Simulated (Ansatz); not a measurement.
HfO2 (space group Fm-3m, No. 225): a calculation's input that goes back to an entry of the Crystallography Open Database (an earlier step may have relaxed or displaced it).

```cif
data_structure
_symmetry_space_group_name_H-M 'Fm-3m'
_symmetry_Int_Tables_number 225
_cell_length_a 5.0584
_cell_length_b 5.0584
_cell_length_c 5.0584
_cell_angle_alpha 90.000
_cell_angle_beta 90.000
_cell_angle_gamma 90.000
_cell_volume 129.43
loop_
_atom_site_label
_atom_site_type_symbol
_atom_site_symmetry_multiplicity
_atom_site_Wyckoff_symbol
_atom_site_fract_x
_atom_site_fract_y
_atom_site_fract_z
_atom_site_occupancy
Hf1 Hf 4 a 0.00000 0.00000 0.00000 1
O1 O 8 c 0.25000 0.75000 0.75000 1
```

Describe how the polyhedra about Hf are linked (bonds: Hf–O below 2.5 Å).

Hf: HfO8 cube, sharing edges with twelve neighbours.

They form a three-dimensional framework of edge-sharing cubes.

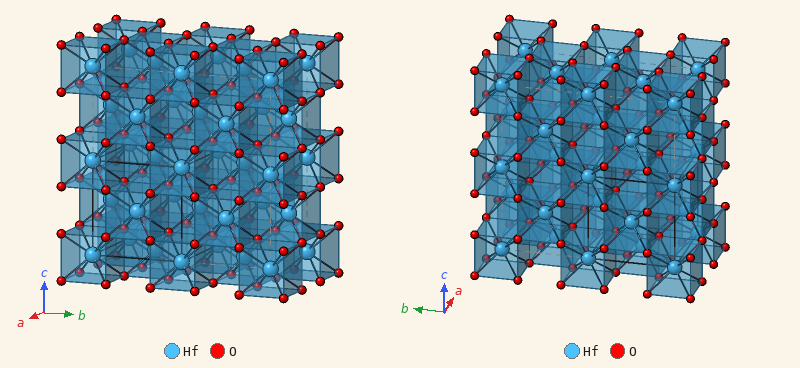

Polyhedra are drawn about Hf (bonds: Hf–O below 2.5 Å); other atoms are plain spheres. Two views of the same piece.
